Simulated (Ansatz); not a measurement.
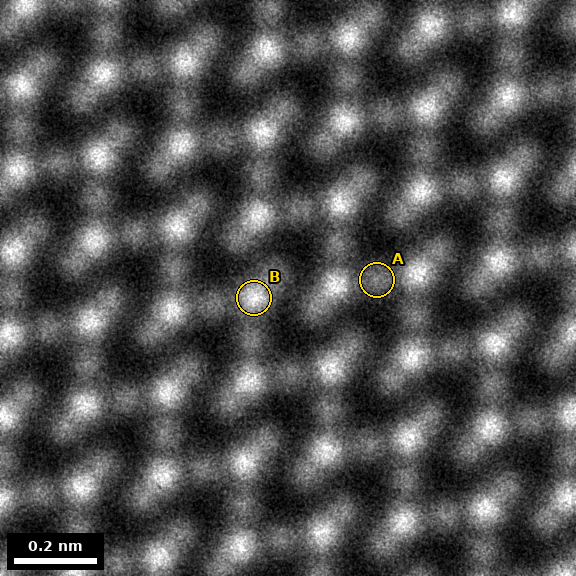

Integrated-DPC-like image of Ni (Pm-3n, No. 223) along [211]. Simulated as the projected potential of neutral atoms (B = 0.5 Å²) blurred by a 0.50 Å probe, the thin-sample limit of integrated differential phase contrast. Shot noise was added. Atomic positions: the input geometry of an electronic-structure calculation (not necessarily at equilibrium); the starting structure was generated, so it need not be a known form of this composition.

```cif
data_structure
_symmetry_space_group_name_H-M 'P 1'
_symmetry_Int_Tables_number 1
_cell_length_a 4.4048
_cell_length_b 4.4048
_cell_length_c 4.4048
_cell_angle_alpha 90.000
_cell_angle_beta 90.000
_cell_angle_gamma 90.000
_cell_volume 85.47
loop_
_atom_site_label
_atom_site_type_symbol
_atom_site_fract_x
_atom_site_fract_y
_atom_site_fract_z
_atom_site_occupancy
Ni1 Ni 0.00000 0.00000 0.00000 1
Ni2 Ni 0.50000 0.50000 0.50000 1
Ni3 Ni 0.25000 0.00000 0.50000 1
Ni4 Ni 0.75000 0.00000 0.50000 1
Ni5 Ni 0.50000 0.25000 0.00000 1
Ni6 Ni 0.50000 0.75000 0.00000 1
Ni7 Ni 0.00000 0.50000 0.25000 1
Ni8 Ni 0.00000 0.50000 0.75000 1
```

**Name the elements in each circled column.**

A: Ni (1 Ni per 10.79 Å along the beam; about 50 % of the brightest peak). B: Ni (2 Ni per 10.79 Å along the beam; the brightest kind). Brightness is counted from the darkest point of the image.
